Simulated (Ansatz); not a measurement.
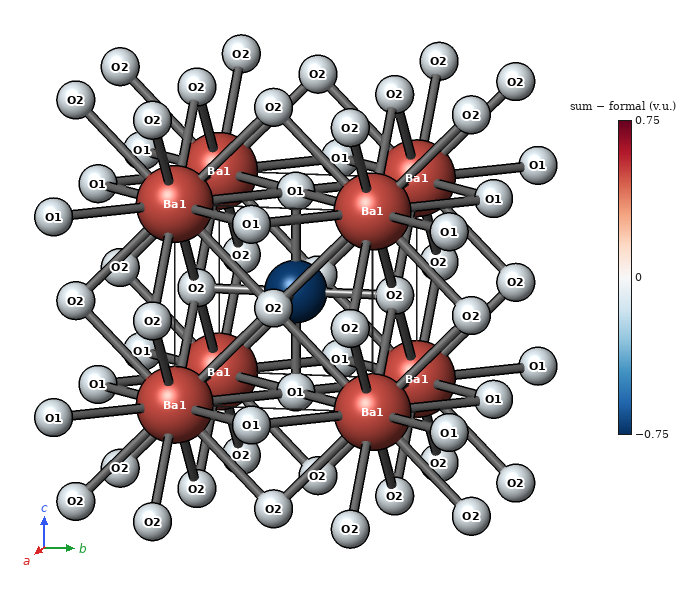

Atoms of BaTiO3 coloured by their computed bond-valence sum less the size of their formal valence (view slightly off an axis).

Bond valence s = exp((R0 − d)/b), R0 fitted to published crystal structures with b = 0.37 Å, summed over all anions within 5 Å; R0 in Å: Ba2+–O 2.279; Ti4+–O 1.801.

The cell is taken from coordinates from a relaxation (final pressure about -6.2 GPa) with DFT, PAW plane waves, r2scan+U in Ansatz.

```
CELL_PARAMETERS angstrom
4.04448 0.00000 0.00000
0.00000 4.04448 0.00000
0.00000 0.00000 4.06288
ATOMIC_POSITIONS crystal
Ba 0.00000 0.00000 0.00000
Ti 0.50000 0.50000 0.50000
O 0.50000 0.50000 0.00000
O 0.50000 0.00000 0.50000
O 0.00000 0.50000 0.50000
```

Site labels: Ba1 at 0.000, 0.000, 0.000; Ti1 at 0.500, 0.500, 0.500; O1 at 0.500, 0.500, 0.000; O2 at 0.500, 0.000, 0.500.

Q: Which site departs most from its formal valence?

A: Ti1, whose sum is 3.29 against 4: by this sum it is underbonded.

Q: Give the sums of all sites.

A:
```
site              x, y, z  formal valence  bond-valence sum  difference
 Ba1  0.000, 0.000, 0.000              +2              2.48        0.48
 Ti1  0.500, 0.500, 0.500              +4              3.29       -0.71
  O1  0.500, 0.500, 0.000              −2              1.92       -0.08
  O2  0.500, 0.000, 0.500              −2              1.93       -0.07
```

Q: Is the structure strained by this measure?

A: The global instability index (root mean square of the differences over all atoms) is 0.39 v.u.: above 0.2, which by the usual rule of thumb marks a strained structure.
